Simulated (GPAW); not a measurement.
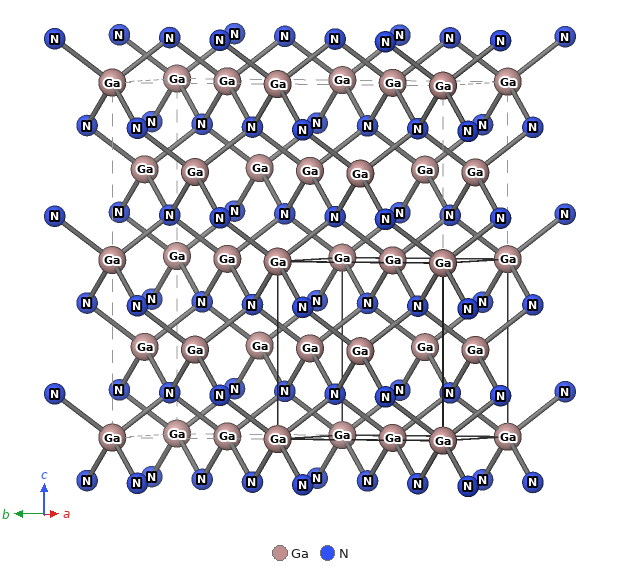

The compound is GaN (space group F-43m, No. 216), taken as a cell listed in the Materials Project, as set up for an electronic-structure calculation.

Bonds are taken as Ga–N below 2.2 Å. Atoms with one bond or none are removed and atoms with two bonds are replaced by edges, until no such atom is left.

Question: What kind of net remains, and which atoms are its nodes?

Answer: A uninodal 4-connected, three-periodic net: Ga and N are 4-connected nodes.

Question: Does the net have a name?

Answer: It is the dia net, known from diamond, zinc blende and cristobalite.

Question: Is the net interpenetrated?

Answer: It is a single net, without interpenetration.

Question: How many nodes does the smallest cycle have?

Answer: Six.

The simplified net, drawn on the atoms' positions. Nodes are coloured by element. Short stubs are edges that leave the cut-out.

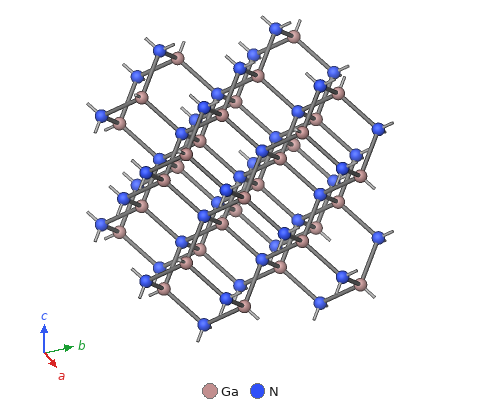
